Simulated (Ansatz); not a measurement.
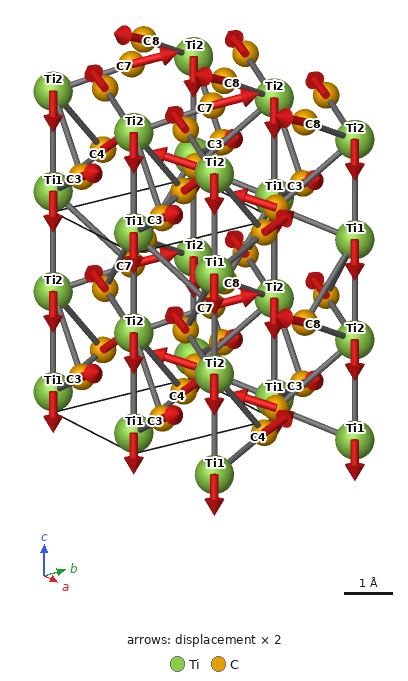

A relaxation of solid TiC3 (built on the random type) (coarse preliminary run). The starting structure is drawn; red arrows show the displacements (the part carried along by the change of the cell is left out), 2 times their true length.

The picture is a ball-and-stick view of the cell of the calculation, repeated 2 × 1 × 2 with one cell outlined, seen slightly off an axis.

Case: random cell with space group P6_3cm (No. 185).

Method: Ansatz, DFT PBE, scalar-relativistic, plane waves, PAW.

Input
```yaml
crystal:
  lattice:
    - [4.7465393203, 0.0, 0.0]
    - [-2.3732696602, 4.1106236315, 0.0]
    - [0.0, 0.0, 4.3368027343]
  atoms:
    - { symbol: Ti, position: [0.0, 0.0, 0.1027731577] }
    - { symbol: Ti, position: [0.0, 0.0, 0.6027731577] }
    - { symbol: C, position: [0.3553368618, 0.0, 0.25] }
    - { symbol: C, position: [0.0, 0.3553368618, 0.25] }
    - { symbol: C, position: [0.6446631382, 0.6446631382, 0.25] }
    - { symbol: C, position: [0.6446631382, 0.0, 0.75] }
    - { symbol: C, position: [0.3553368618, 0.3553368618, 0.75] }
    - { symbol: C, position: [0.0, 0.6446631382, 0.75] }
basis:
  ecutwfc: 420
kpoints:
  mp_grid: { grid: [6, 6, 4] }
hamiltonian:
  xc: pbe
scf:
  occupations: { method: gaussian, width: 0.1 }
  lower_state_search: "off"
output:
  forces: true
  stress: true
  eigenvalues: true
relax:
  adjacent_minimum: "off"
  f_tol: 0.04
  max_steps: 70
  cell: { stress_tol: 0.4 }
```

Run as
```bash
ansatz run input.yaml --threads 1 --pin off --max-ram 2560MiB --backend cpu --events-out ev --progress --plain --runs-dir out
```

> What did the optimiser do to the structure, and how much energy did it gain?

The energy falls by 18.903 eV per cell of the calculation in 13 accepted moves (17 points after the start). Largest force component: 5.4 eV/Å at the start, 0.0007 eV/Å at the end. Pressure: 32.19 GPa at the start and 0.02 GPa at the end. The line search rejected the trial step at point 12 of the run. The SCF was repeated 3 times at an unchanged geometry on a basis and grid sized afresh for the cell, which shifted the energy by 0.323 eV per cell of the calculation at most. The largest moves relative to the cell, 0.53 Å, are those of C3, C4, C5, C6, C7 and C8. C3 goes roughly along [3 0 1]. By element the largest moves are C 0.53 Å, Ti 0.45 Å. The volume changes by −26.2 %, with a = b 4.747 → 3.517 Å (−25.9 %), c 4.337 → 5.833 Å (+34.5 %). Near-neighbour distances that change, for instance: Ti1–C6 3.421 → 2.284 Å, C3–C4 2.655 → 1.758 Å, Ti1–C3 3.126 → 2.284 Å, Ti1–Ti2 2.168 → 2.916 Å. New bonds form: Ti1–C3 (3.13 → 2.28 Å), Ti1–C4 (3.13 → 2.28 Å), Ti1–C5 (3.13 → 2.28 Å), Ti1–C6 (3.42 → 2.28 Å). Bond angles that change, for instance: Ti1–C3–Ti2 62.9° → 79.3°. The space group (tolerance 0.01 Å) goes from P6_3cm (No. 185) to P6/mmm (No. 191). The run took 43 s on 1 thread of Intel(R) Xeon(R) 6975P-C (Granite Rapids) (shared host), peak memory 0.4 GiB.
